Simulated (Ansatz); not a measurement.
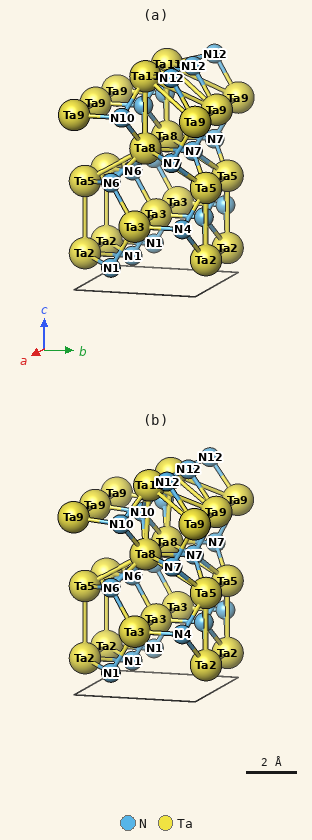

The structure of a slab of composition TaN (cut from the P-62m phase) before (top) and after (bottom) a constrained relaxation, at one scale.

A ball-and-stick model of the 2 × 1 repeat of the cell, outlined in the plane, without the vacuum, seen slightly off an axis.

Case: clean slab, lower half held. The slab is the (1 0 0) face of TaN. 6 atoms are held fixed.

These are results of DFT PBEsol, scalar-relativistic, plane waves, PAW (Ansatz), not measurements.

Input
```yaml
crystal:
  lattice:
    - [2.8959972773, 0.0, 0.0]
    - [0.0, 5.1789208711, 0.0]
    - [0.0, 0.0, 25.0136749793]
  atoms:
    - { symbol: "N", position: [0.0, 0.30331453, 0.339814122] }
    - { symbol: Ta, position: [0.5, 0.0, 0.3505791651] }
    - { symbol: Ta, position: [0.0, 0.5, 0.4103474991] }
    - { symbol: "N", position: [0.0, 0.89337094, 0.4103474991] }
    - { symbol: Ta, position: [0.5, 0.0, 0.470115833] }
    - { symbol: "N", position: [0.0, 0.30331453, 0.4808808762] }
    - { symbol: "N", position: [0.0, 0.80331453, 0.5191191238] }
    - { symbol: Ta, position: [0.5, 0.5, 0.529884167] }
    - { symbol: Ta, position: [0.0, 0.0, 0.5896525009] }
    - { symbol: "N", position: [0.0, 0.39337094, 0.5896525009] }
    - { symbol: Ta, position: [0.5, 0.5, 0.6494208349] }
    - { symbol: "N", position: [0.0, 0.80331453, 0.660185878] }
basis:
  ecutwfc: 420
kpoints:
  mp_grid: { grid: [10, 6, 1] }
hamiltonian:
  xc: pbesol
scf:
  occupations: { method: gaussian, width: 0.1 }
output:
  forces: true
  eigenvalues: true
relax:
  adjacent_minimum: "off"
  f_tol: 0.03
  max_steps: 70
  constraints: [{ sites: [0, 1, 2, 3, 4, 5] }]
efield:
  axis: 3
  dipole_correction: true
  ramp_width: 0.04
```

Launched with:
```bash
ansatz run input.yaml --threads 2 --pin off --max-ram 5120MiB --backend cpu --events-out ev --progress --plain --runs-dir out
```

Describe what moved and what it gained.

Answer. The largest move is that of Ta11, 0.23 Å at 46° to the normal (−c side). Largest moves by element: Ta 0.23 Å, N 0.20 Å. The cell stays as it was. Among the contacts that change: Ta9–Ta11 3.322 → 3.061 Å, Ta11–N12 2.153 → 1.949 Å, Ta8–Ta11 2.990 → 2.864 Å, Ta5–Ta9 3.322 → 3.425 Å. Among the angles between lasting bonds that change: Ta11–N12–Ta11 84.5° → 96.0°, Ta8–N10–Ta11 150.3° → 143.1°, Ta9–N12–Ta11 104.9° → 99.0°. Over 6 geometry steps the energy falls by 0.704 eV per cell of the calculation. The largest force component goes from 3.7 to 0.0084 eV/Å. The run took 3.9 min on 2 threads of Arm Neoverse V2, on a shared host, peak memory 0.83 GiB.
